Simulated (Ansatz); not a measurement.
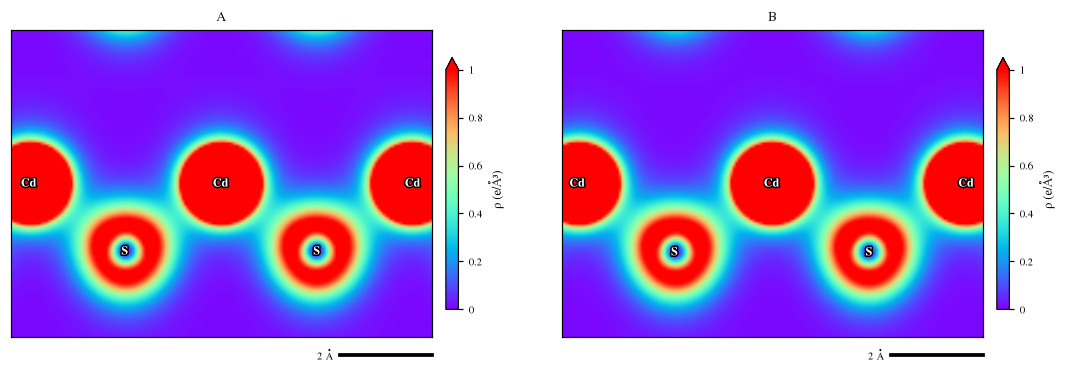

CdS. The valence charge density (pseudo) of two cells that differ in size, on the (101̄) plane of each (indices in the axes of the calculation cell), at one length scale and on one colour scale; one has 26.0 and the other 27.1 Å³ an atom.

Space group F-43m; started from the CdS prototype.

All numbers below come from Ansatz, DFT PBE, scalar-relativistic, plane waves, PAW.

The density is the valence pseudo-density of a PAW calculation; it isn't the true density close to the nuclei.

The larger cell:

```cif
data_structure
_symmetry_space_group_name_H-M 'P 1'
_symmetry_Int_Tables_number 1
_cell_length_a 4.2460
_cell_length_b 4.2460
_cell_length_c 4.2460
_cell_angle_alpha 60.000
_cell_angle_beta 60.000
_cell_angle_gamma 60.000
_cell_volume 54.13
loop_
_atom_site_label
_atom_site_type_symbol
_atom_site_fract_x
_atom_site_fract_y
_atom_site_fract_z
_atom_site_occupancy
Cd1 Cd 0.00000 0.00000 0.00000 1
S1 S 0.75000 0.75000 0.75000 1
```

The smaller cell: a = 4.191 Å, b = 4.191 Å, c = 4.191 Å, α = 60.00°, β = 60.00°, γ = 60.00°.

Which panel shows the smaller cell, and what does the compression change?

Answer. Panel A is the smaller cell, by 4 % in volume. From the larger cell to the smaller, Cd–S goes from 2.60 to 2.57 Å, and the density at its midpoint from 0.37 to 0.39 e/Å³; the pressure goes from −1.9 to 0.0 GPa; the Kohn–Sham gap goes from 0.95 eV to 1.0 eV.
